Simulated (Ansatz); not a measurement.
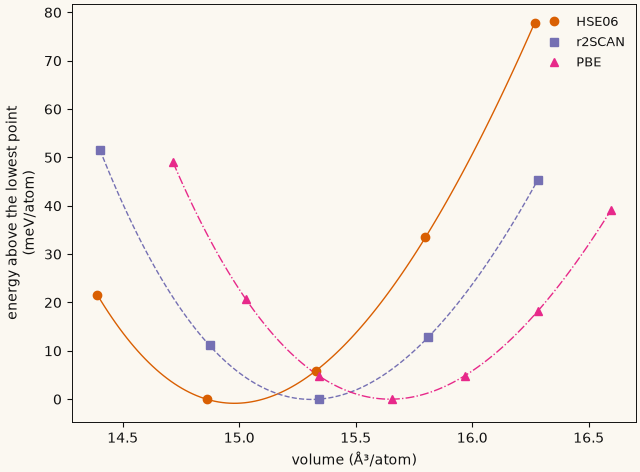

The figure shows the energy above the lowest point against volume, with one curve for each functional, for Pt (space group Fm-3m).

Calculation (Ansatz 0.2.0 development build): equation of state of a cubic crystal from periodic Kohn-Sham density functional theory without spin, third-order Birch-Murnaghan fit to the free energies; pressure corrected for the finite basis.

structure type fcc; atoms in cell 1; space group number 225; lattice centring face-centred primitive; occupation method Fermi–Dirac; datasets soft-1 PAW; density tolerance 1e−07 eV; bands 13; density cutoff ratio 4; search for lower states default.

Settings that differ: HSE06: wave cutoff 420 eV, k mesh 6×6×6, exchange singularity Wigner-Seitz, occupation width 0.1 eV; r2SCAN: wave cutoff 500 eV, k mesh 15×15×15, occupation width 0.1 eV; PBE: wave cutoff 420 eV, k mesh 24×24×24, occupation width 0.0612 eV.

Order the curves by fitted equilibrium volume, smallest first.

Answer. HSE06 14.98, r2SCAN 15.31, PBE 15.65 Å³/atom.

Order the curves by fitted bulk modulus, smallest first.

Answer. PBE 248, r2SCAN 269, HSE06 281 GPa.

Keep in mind: coarse k-mesh, values are not converged in k (HSE06).

The computed values:

HSE06:
| volume (Å³/atom) | energy above the lowest point (meV/atom) |
| --- | --- |
| 14.39 | 21.6 |
| 14.86 | 0.0 |
| 15.33 | 5.9 |
| 15.80 | 33.5 |
| 16.27 | 77.9 |

r2SCAN:
| volume (Å³/atom) | energy above the lowest point (meV/atom) |
| --- | --- |
| 14.40 | 51.5 |
| 14.87 | 11.1 |
| 15.34 | 0.0 |
| 15.81 | 12.9 |
| 16.28 | 45.4 |

PBE:
| volume (Å³/atom) | energy above the lowest point (meV/atom) |
| --- | --- |
| 14.72 | 49.0 |
| 15.03 | 20.6 |
| 15.34 | 4.8 |
| 15.66 | 0.0 |
| 15.97 | 4.9 |
| 16.28 | 18.2 |
| 16.59 | 39.1 |
